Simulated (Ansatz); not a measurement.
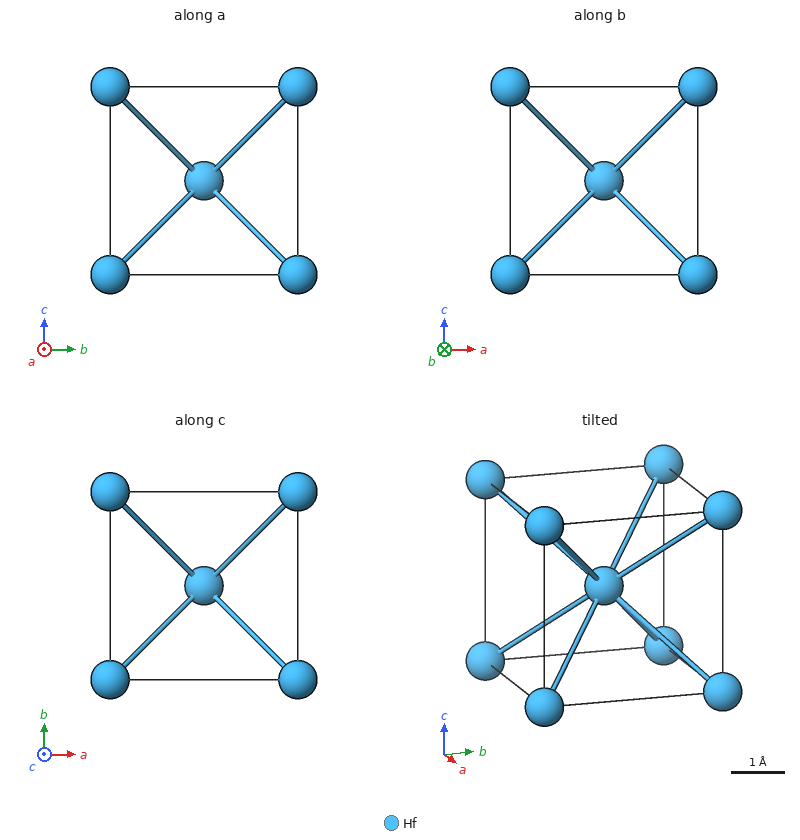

Ball-and-stick drawing of the structure, looking along the a axis, along the b axis, along the c axis and slightly off an axis. The frame is the conventional unit cell; atoms at its boundary are shown with their periodic copies.

Lattice parameters: a = 3.548 Å, b = 3.548 Å, c = 3.548 Å, α = 90.00°, β = 90.00°, γ = 90.00°. Put a along x and b in the xy plane.

**Reconstruct the structure as a POSCAR file.**

```
Hf
1.0
     3.548    0.000    0.000
     0.000    3.548    0.000
     0.000    0.000    3.548
Hf
2
Direct
  0.0000 0.0000 0.0000
  0.5000 0.5000 0.5000
```

Starting structure: a structure type filled with this element by a generator (whether the element takes this form wasn't checked). Earlier steps of the study may have refined or changed the cell and positions. It was the input of a calculation with Ansatz.
